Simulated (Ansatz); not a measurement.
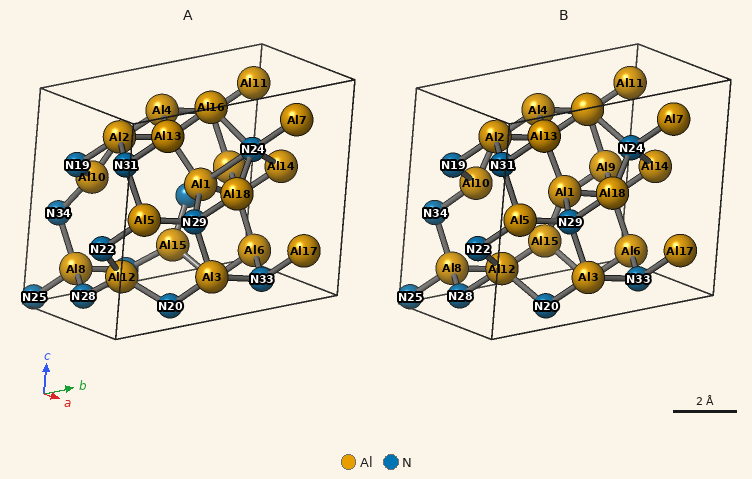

Two geometries of a defect cell of composition Al₁₈N₁₇ (cell charge +3), drawn at one scale. One is the start of a relaxation, the other its converged end. The picture is a ball-and-stick view of the cell of the calculation (origin shifted), seen slightly off an axis.

Method: Ansatz, DFT PBEsol, scalar-relativistic, plane waves, PAW. (plane-wave cutoff 420 eV; k-point mesh 2 × 2 × 2; occupations gaussian; smearing width 0.02 eV; mesh shifted by (0.5, 0.5, 0.5); collinear spin; atoms relaxed in a fixed cell; force threshold 0.03 eV/Å; at most 40 steps)

> Which geometry has the lower energy?

Structure A is the relaxed one. The atom that moves furthest is an Al atom (0.53 Å along [1 1 1]). Largest moves by element: Al 0.53 Å, N 0.12 Å. The cell stays as it was. Near-neighbour distances that change, for instance: Al–N 2.976 → 2.332 Å, Al–N 1.894 → 1.808 Å, Al–N 1.912 → 1.989 Å, Al–N 1.871 → 1.809 Å. New bonds form, among them: Al–N (2.98 → 2.33 Å). Bond angles that change, for instance: Al–N–Al 104.9° → 90.6°, Al–N–Al 109.9° → 99.3°, Al–N–Al 109.4° → 99.3°. The energy falls by 1.970 eV per cell of the calculation in 6 geometry steps. The largest force component goes from 2 to 0.023 eV/Å. The program noted that the starting moments weren't kept.

Limits of the set-up: the periodic images lie only 7.3 Å apart, so the values are limited by the cell's size; the cell is charged, on a uniform background, and energies carry no finite-size correction.
